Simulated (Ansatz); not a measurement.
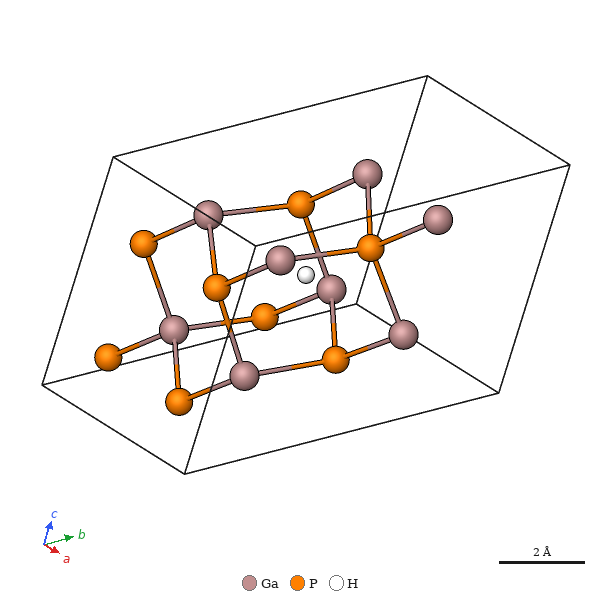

Drawn in the ball-and-stick manner and seen slightly off an axis. The frame is the supercell; atoms at its boundary are shown with their periodic copies. The host is GaP, in a cell of 16 sites, and the cell carries a charge of +1.

Name the defect and give its surroundings.

Answer. An interstitial hydrogen atom. It is bonded to no bonds drawn.

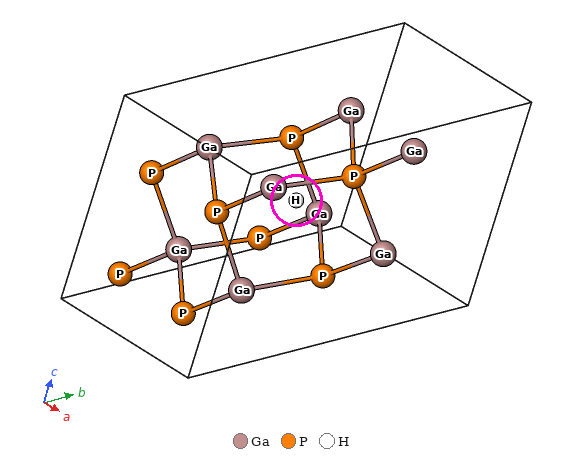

The same cell with a ring at the defect's site.

The atoms were relaxed in the host's cell with DFT PBE, scalar-relativistic, plane waves, PAW in Ansatz 0.2.0.
